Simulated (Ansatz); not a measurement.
CoSi₂ (space group P4/mmm, No. 123). Coordinates: the geometry relaxed with DFT PBE, scalar-relativistic, plane waves, PAW (Ansatz 0.2.0); the starting structure was generated, so it need not be a known form of this composition.

```xyz
3
Lattice="2.7245 0.0000 0.0000 0.0000 2.7245 0.0000 0.0000 0.0000 5.1137" Properties=species:S:1:pos:R:3 pbc="T T T"
Co    0.0000    0.0000    0.0000
Si    1.3622    1.3622    1.3896
Si    1.3622    1.3622    3.7241
```

Bonds are taken as Co–Si below 2.7 Å and Si–Si below 2.5 Å. Simplification: prune 0- and 1-connected atoms, fold 2-connected ones into links.

What net does this leave?

The result is a binodal (5,8)-connected, three-periodic net: Si is a 5-connected node; Co is an 8-connected node, in the ratio 2:1. It is a single net, without interpenetration.

```tsv
node	links	point symbol	coordination sequence
Si	5	4⁶·6⁴	5 21 38 69 109 154 205 277 342 421
Co	8	4²⁰·6⁸	8 16 42 72 104 154 216 264 346 432
```

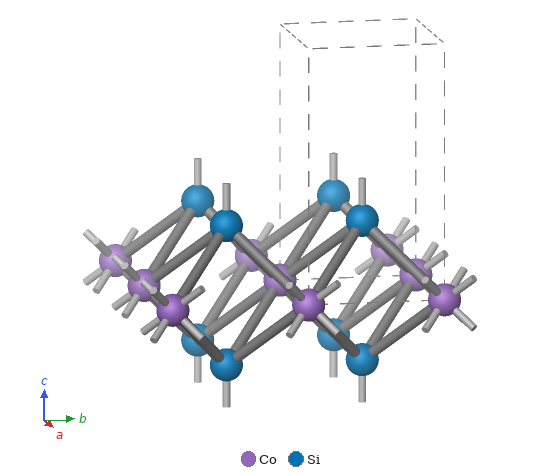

Nodes are coloured by element. Edges to nodes outside the piece are drawn as stubs.
